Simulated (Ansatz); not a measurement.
```
Ca Se
1.0
     6.46074    0.00000    0.00000
     0.00000    0.00000   -6.46074
     0.00000    6.46074    0.00000
Ca Se
4 4
Direct
  0.50000 0.50000 0.00000
  0.00000 0.50000 0.50000
  0.00000 0.00000 0.00000
  0.50000 0.00000 0.50000
  0.25000 0.75000 0.25000
  0.75000 0.75000 0.75000
  0.75000 0.25000 0.25000
  0.25000 0.25000 0.75000
```

Space group F-43m; started from the zincblende prototype, which need not be the ambient phase; changed on purpose from its base cell (hydrostatic strain -1.5%); computed pressure about 2 GPa in this cell.

These are results of Ansatz, DFT, PBE, plane waves, PAW, not measurements.

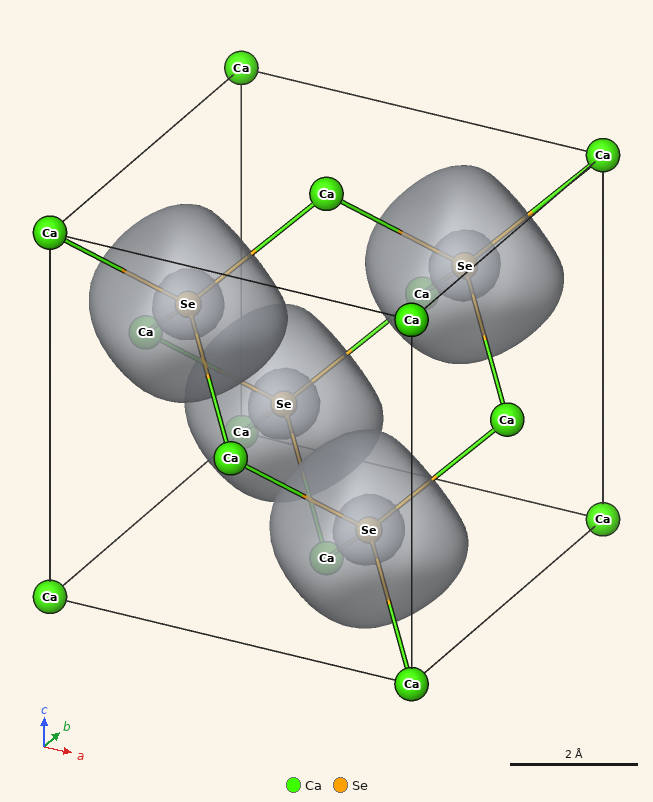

CaSe. Isosurface of the ELF at 0.65 (grey), seen at an oblique angle. Only the valence region is drawn (cores and ρ < 0.01 e/Å³ removed). Sticks mark near contacts.

Question: Identify the bonds, lone pairs and shells in this picture.

Answer: At this value the surface marks out four regions wrapped around Se (the valence shell of each), counted in one cell of 8 atoms. Regions shared between cells count once. Profiles from the grid: Ca–Se (2.80 Å): the ELF is about 0.40 at the midpoint: a closed-shell, largely ionic contact.

Question: Does the calculation give a band gap?

Answer: It is gapped, with a Kohn–Sham gap of 3.3 eV on the k-point mesh (the band edges may lie off the mesh, which would make the gap smaller).
